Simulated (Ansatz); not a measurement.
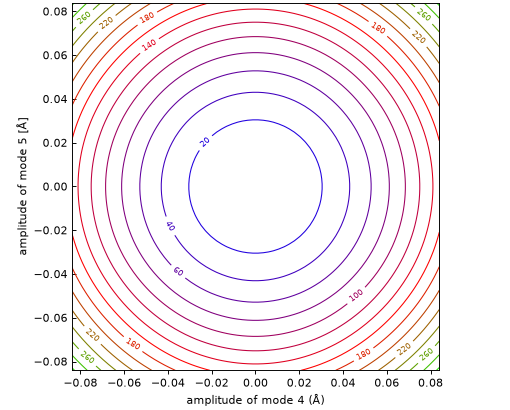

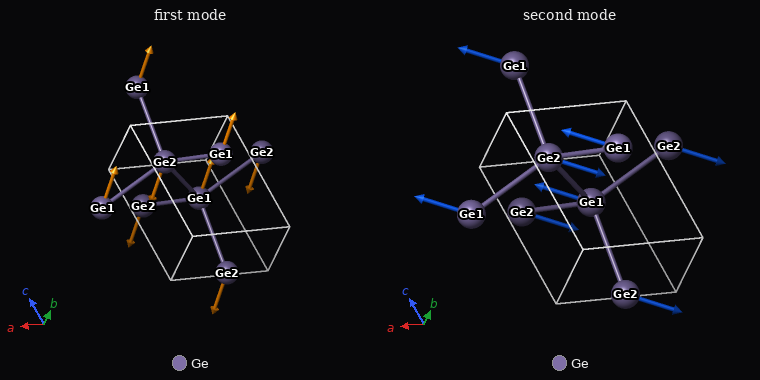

Energy landscape of Ge (Fd-3m, No. 227; 2 atoms in the cell). The energy is mapped over two normal modes frozen in (zone-centre modes of the 2-atom cell of this scan). First axis: amplitude of mode 4 (283 cm⁻¹), largest displacement. Second axis: amplitude of mode 5 (283 cm⁻¹), largest displacement. Nothing is relaxed (the cell and all other modes fixed). The grid has 7 × 7 points; 10 points were computed and 39 follow by symmetry. Points are written as (first, second). All energies are given in meV per cell relative to the lowest grid point. All numbers below come from DFT PBEsol, scalar-relativistic, plane waves, PAW in Ansatz. Settings: cutoff 420 eV, k-mesh 14×14×14, gaussian smearing 0.15 eV, no spin polarisation.

In the figure: contour lines labelled in meV. Between grid points the surface is interpolated. The second picture is the structure at the lowest point

> What does the map say about the system?

The lowest grid point is at (0.000 Å, 0.000 Å). No other kind of well shows on this grid. The highest grid point, (−0.084 Å, −0.084 Å), lies 305 meV above the lowest.

Grid values (meV):

```tsv
second ↓, first →	−0.084	−0.056	−0.028	0.000	0.028	0.056	0.084
0.084	305	219	168	150	168	219	305
0.056	219	135	84	67	84	135	219
0.028	168	84	34	17	34	84	168
0.000	150	67	17	0	17	67	150
−0.028	168	84	34	17	34	84	168
−0.056	219	135	84	67	84	135	219
−0.084	305	219	168	150	168	219	305
```

The input of one point:

```yaml
crystal:
  lattice:
    - [0.0, 2.8378616879, 2.8378616879]
    - [2.8378616879, 0.0, 2.8378616879]
    - [2.8378616879, 2.8378616879, 0.0]
  atoms:
    - { symbol: Ge, position: [0.5, 0.5, 0.5] }
    - { symbol: Ge, position: [0.75, 0.75, 0.75] }
basis:
  ecutwfc: 420
kpoints:
  mp_grid: { grid: [14, 14, 14] }
hamiltonian:
  xc: pbesol
  pseudopotentials: { kind: paw, azcp: { folder: soft_1 } }
scf:
  occupations: { method: gaussian, width: 0.15 }
output:
  forces: true
  stress: true
  eigenvalues: true
  write_density: true
  write_potential: true
  elf: true
  volumetric_format: npy
```

Each point was launched as `ansatz run input.yaml --threads 1 --pin off --max-ram 2048MiB --backend cpu --events-out ev --progress --plain --runs-dir out`. The whole map (10 points run) took 5.9 min on 1 thread of Intel(R) Xeon(R) Platinum 8259CL CPU @ 2.50GHz (Skylake/Cascade Lake) (shared host).
